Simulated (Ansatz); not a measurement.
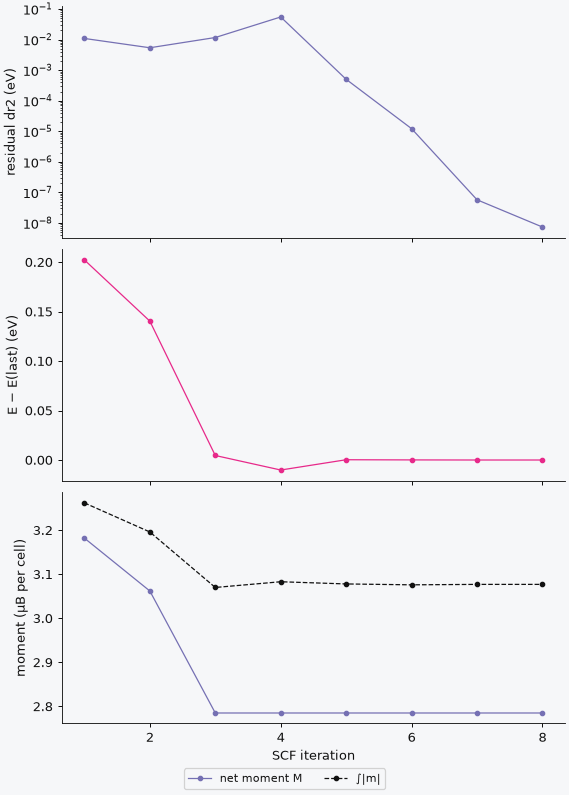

The plot shows the SCF iterations of a calculation: density residual dr2, Harris–Foulkes energy less its last value, magnetic moments. dr2 is the charge part; the magnetisation has a residual of its own.

Program: Ansatz.

```
crystal:
  lattice:
    - [-1.6268598717, 1.6268598717, 1.6268598717]
    - [1.6268598717, -1.6268598717, 1.6268598717]
    - [1.6268598717, 1.6268598717, -1.6268598717]
  atoms:
    - { symbol: Fe, position: [0.0, 0.0, 0.0], spin: 4.0 }
basis:
  ecutwfc: 420
kpoints:
  mp_grid: { grid: [8, 8, 8] }
hamiltonian:
  xc: pbe
scf:
  occupations: { method: gaussian, width: 0.1 }
  lower_state_search: "off"
output:
  forces: true
  stress: true
  eigenvalues: true
  populations: true
magnetization:
  spin_polarized: true
```

Run as:
```bash
ansatz run input.yaml --threads 1 --pin off --max-ram 1331MiB --backend cpu --events-out ev --progress --plain --runs-dir out
```

Question: Was self-consistency reached?

Answer: The run converged; it took 8 iterations. The residual falls unevenly and jumps up by a factor of two or more twice on the way down.

Question: Read the residual at the first and at the last step drawn.

Answer: It starts near 0.01 and ends near 7 × 10⁻⁹ eV.

Question: How do the moments develop?

Answer: The net moment goes from 3.2 to 2.8 μB per cell. ∫|m| ends at 3.1 μB.
